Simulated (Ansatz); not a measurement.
# Calculations on MnS

**1. One mode**

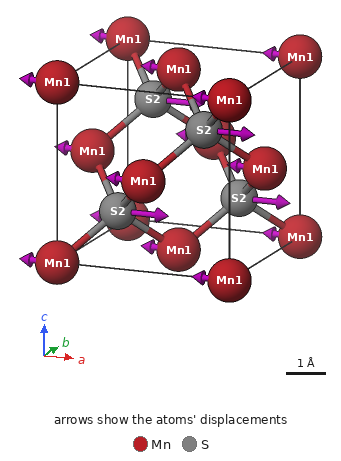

One vibrational mode of solid MnS at the zone centre. Displacements are drawn as purple arrows; their common scale and sign are arbitrary. A ball-and-stick model of the conventional cell (4 times the calculation's cell), seen slightly off an axis. Lengths and directions refer to the drawn axes.

Level of theory: DFT LDA, scalar-relativistic, plane waves, PAW (Ansatz).

Input file:
```yaml
crystal:
  lattice:
    - [0.0, 2.4344847682, 2.4344847682]
    - [2.4344847682, 0.0, 2.4344847682]
    - [2.4344847682, 2.4344847682, 0.0]
  atoms:
    - { symbol: Mn, position: [0.0, 0.0, 0.0] }
    - { symbol: S, position: [0.75, 0.75, 0.75] }
basis:
  ecutwfc: 420
kpoints:
  mp_grid: { grid: [14, 14, 14] }
hamiltonian:
  xc: lda
scf:
  occupations: { method: gaussian, width: 0.2 }
output:
  eigenvalues: true
phonons:
  method: dfpt
  eigenvectors: true
```

Launched with:
```bash
ansatz run input.yaml --threads 1 --pin off --max-ram 3072MiB --backend cpu --events-out ev --progress --plain --runs-dir out
```

The frequencies depend somewhat on the k-mesh and the smearing.

Describe the mode and give its frequency.

This is the T₂ mode (triply degenerate; one member of the set is drawn) at 463 cm⁻¹, the only optical level, infrared- and Raman-active by symmetry. The S sublattice moves against the Mn sublattice, along a; the kinetic energy is shared as S 63 %, Mn 37 %. The crystal is a metal, so free carriers screen the infrared response.

Limits of the set-up: an element that often carries a moment was run without spin polarisation.

**2. One mode**

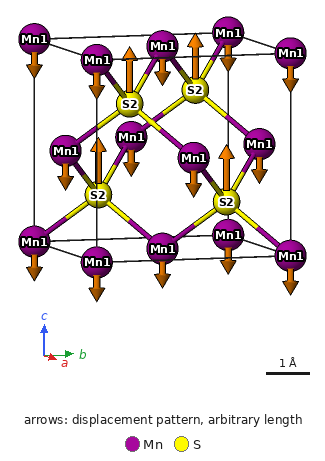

One vibrational mode of a crystal of MnS at 0.98 times its rest volume at the zone centre. The orange arrows give the relative displacements of the atoms. A ball-and-stick model of the conventional cell (4 times the calculation's cell), seen slightly off an axis. Lengths and directions refer to the drawn axes.

Level of theory: Ansatz 0.2.0, DFT LDA, scalar-relativistic, plane waves, PAW. (plane-wave cutoff 420 eV; k-point mesh 14 × 14 × 14; occupations gaussian; smearing width 0.2 eV; no spin polarisation)

The frequencies depend somewhat on the k-mesh and the smearing.

Question: Describe the mode and give its frequency.

Answer: This is the T₂ mode (triply degenerate; one member of the set is drawn) at 477 cm⁻¹, the only optical level, infrared- and Raman-active by symmetry. The S sublattice moves against the Mn sublattice, along c; the kinetic energy is shared as S 63 %, Mn 37 %. The crystal is a metal, so free carriers screen the infrared response.

Limits of the set-up: an element that often carries a moment was run without spin polarisation.

**3. Softest mode**

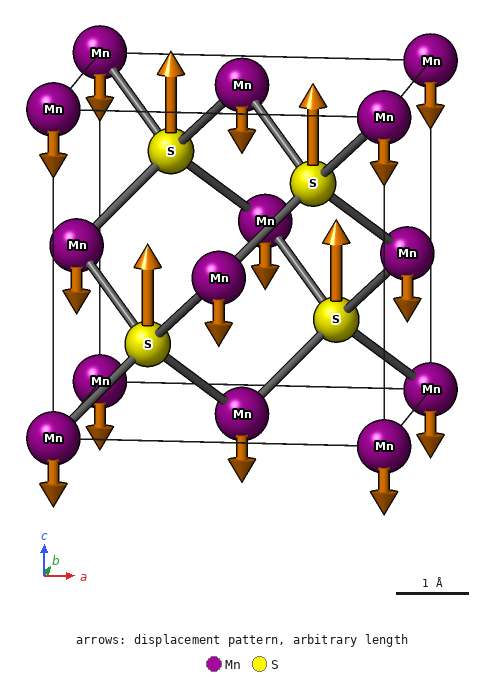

The lowest optical mode of solid MnS relaxed at 25 GPa, space group F-43m (No. 216), at the zone centre. The orange arrows give the relative displacements of the atoms. Style: ball-and-stick. Shown: the conventional cell (4 times the calculation's cell), from a free direction. Lengths and directions refer to the drawn axes.

All numbers below come from DFT LDA, scalar-relativistic, plane waves, PAW in Ansatz.

The input:
```yaml
crystal:
  lattice:
    - [0.0, 2.3405416383, 2.3405416383]
    - [2.3405416383, 0.0, 2.3405416383]
    - [2.3405416383, 2.3405416383, 0.0]
  atoms:
    - { symbol: Mn, position: [0.0, 0.0, 0.0] }
    - { symbol: S, position: [0.75, 0.75, 0.75] }
basis:
  ecutwfc: 420
kpoints:
  mp_grid: { grid: [16, 16, 16] }
hamiltonian:
  xc: lda
scf:
  occupations: { method: gaussian, width: 0.2 }
output:
  eigenvalues: true
phonons:
  method: dfpt
  eigenvectors: true
```

Command:
```bash
ansatz run input.yaml --threads 1 --pin off --max-ram 3072MiB --backend cpu --events-out ev --progress --plain --runs-dir out
```

The frequencies depend somewhat on the k-mesh and the smearing.

Is the structure stable against all modes at this point?

Answer. Yes: this softest mode has a real frequency, and so have all others here. That speaks for this wave vector alone: the rest of the zone wasn't checked in this run. This is the T₂ mode (triply degenerate; one member of the set is drawn) at 67.8 meV, the only optical level, infrared- and Raman-active by symmetry. The S sublattice moves against the Mn sublattice, along c; the kinetic energy is shared as S 63 %, Mn 37 %. The crystal is a metal, so free carriers screen the infrared response.

Limits of the set-up: an element that often carries a moment was run without spin polarisation.
